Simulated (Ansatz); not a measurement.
```xyz
6
Lattice="2.6563 0.0000 2.6563 -2.6563 0.0000 2.6563 0.0000 -5.1531 0.0000" Properties=species:S:1:pos:R:3 pbc="T T T"
Co    0.0000    0.0000    0.0000
Co    0.0000   -2.5766    2.6563
Si    1.3281   -3.8648    1.3281
Si   -1.3281   -1.2883    1.3281
Si   -1.3281   -3.8648    1.3281
Si    1.3281   -1.2883    1.3281
```

Space group I4/mmm; changed on purpose from its base cell (strain -0.0300 x Voigt [0, 1, 0, 0, 0, 0], atoms carried along); computed pressure about 6 GPa in this cell; computed without spin polarisation.

Level of theory: DFT PBEsol, scalar-relativistic, plane waves, PAW (Ansatz).

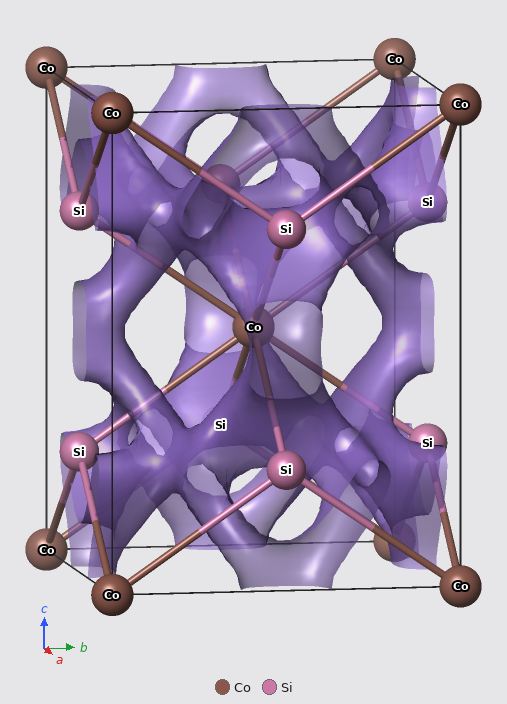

CoSi2. Isosurface of the ELF at 0.6 (purple), seen slightly off an axis. Core shells and regions of very low density are left out. Sticks mark near contacts.

Q: Describe the localisation domains.

A: At this value the surface marks out one network that runs through the whole crystal, counted in one cell of 6 atoms. Any copies at cell faces, edges or corners count once. Profiles from the grid: Co–Si (2.28 Å): the ELF peaks at about 0.75 in the valence shell of Si, 0.9 Å from its nucleus, and is about 0.50 at the midpoint.

Q: Does the calculation give a band gap?

A: It is gapless in this calculation (a metal or semimetal).
